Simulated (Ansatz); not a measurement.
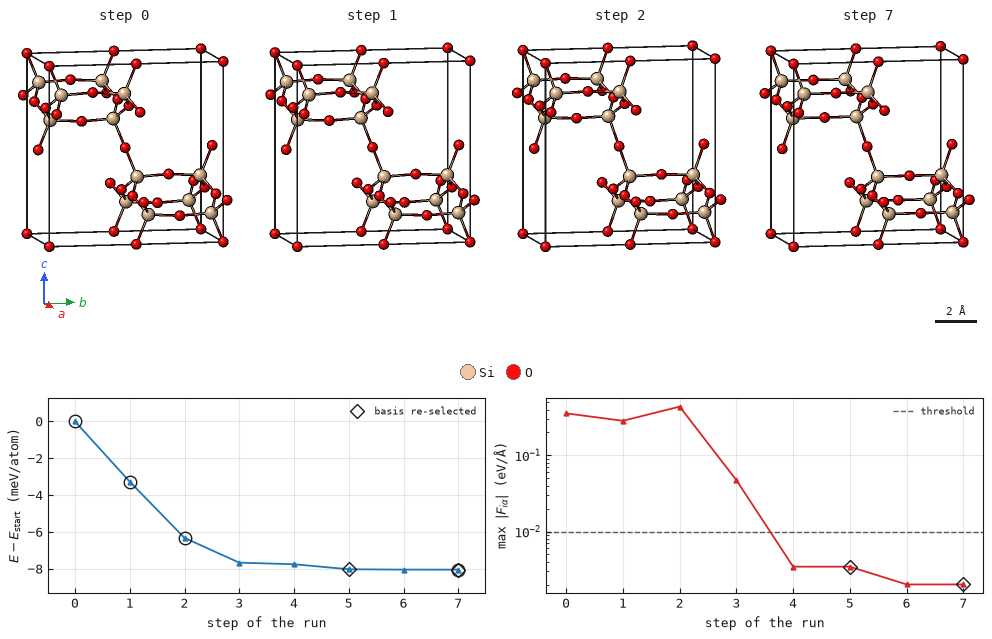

Frames of a relaxation of a crystal of SiO2 (set up in Imma), marked on the history of the run. Style: ball-and-stick. Shown: the conventional cell (2 times the calculation's cell), slightly off an axis. Lengths and directions refer to the drawn axes.

Case: volume × 0.91, shape and atoms relaxed.

Method: Ansatz, DFT PBE, scalar-relativistic, plane waves, PAW.

Input file:
```yaml
crystal:
  lattice:
    - [-2.6136986512, 4.4085757791, 4.504252218]
    - [2.6136986512, -4.4085757791, 4.504252218]
    - [2.6136986512, 4.4085757791, -4.504252218]
  atoms:
    - { symbol: Si, position: [0.905599951, 0.8367614208, 0.0688385302] }
    - { symbol: Si, position: [0.7320771094, 0.1632385792, 0.5688385302] }
    - { symbol: Si, position: [0.094400049, 0.1632385792, 0.9311614698] }
    - { symbol: Si, position: [0.2679228906, 0.8367614208, 0.4311614698] }
    - { symbol: O, position: [0.0976033164, 0.8476033164, 0.25] }
    - { symbol: O, position: [0.9023966836, 0.1523966836, 0.75] }
    - { symbol: O, position: [0.7606042142, 0.5, 0.7606042142] }
    - { symbol: O, position: [0.2393957858, 0.0, 0.7393957858] }
    - { symbol: O, position: [0.2393957858, 0.5, 0.2393957858] }
    - { symbol: O, position: [0.7606042142, 0.0, 0.2606042142] }
    - { symbol: O, position: [0.0, 0.0, 0.0] }
    - { symbol: O, position: [0.5, 0.0, 0.5] }
basis:
  ecutwfc: 420
kpoints:
  mp_grid: { grid: [6, 6, 6] }
hamiltonian:
  xc: pbe
scf:
  occupations: { method: gaussian, width: 0.02 }
output:
  forces: true
  stress: true
  eigenvalues: true
  write_density: true
  write_potential: true
  elf: true
  volumetric_format: npy
relax:
  adjacent_minimum: "off"
  f_tol: 0.01
  max_steps: 30
  cell: { stress_tol: 0.1, fix: [volume] }
```

Run as
```bash
ansatz run input.yaml --threads 2 --pin off --max-ram 5120MiB --backend cpu --events-out ev --progress --plain --runs-dir out
```

### What happens along the run?

The largest moves relative to the cell, 0.12 Å, are those of O5 and O6. O5 goes along −c. By element the largest moves are O 0.12 Å, Si 0.06 Å. The drawn cell changes at constant volume: a 5.227 → 5.290 Å (+1.2 %), b 8.817 → 8.598 Å (−2.5 %), c 9.009 → 9.129 Å (+1.3 %). Near-neighbour distances that change, for instance: Si1–O10 1.607 → 1.626 Å, Si1–O11 1.591 → 1.608 Å, Si1–O5 1.600 → 1.616 Å. Among the angles between lasting bonds that change: Si1–O5–Si4 173.0° → 179.4°, Si1–O7–Si2 142.7° → 140.0°. The space group stays Imma (No. 74). After 5 accepted moves (7 points after the start) the energy has fallen by 8.0 meV per atom. Largest force component: 0.36 eV/Å at the start, 0.002 eV/Å at the end. The pressure goes from 5.62 to 1.01 GPa. The SCF was repeated twice at an unchanged geometry on a basis and grid sized afresh for the cell, which shifted the energy by 0.3 meV per atom at most. The run took 2.2 min on 2 threads of Arm Neoverse V1, on a shared host, peak memory 0.67 GiB. From step 0 to 1: O atoms move most (0.03 Å), energy −3.3 meV per atom. From step 1 to 2: O atoms move most (0.07 Å), energy −3.1 meV per atom. From step 2 to 7: O atoms move most (0.05 Å), energy −1.7 meV per atom.
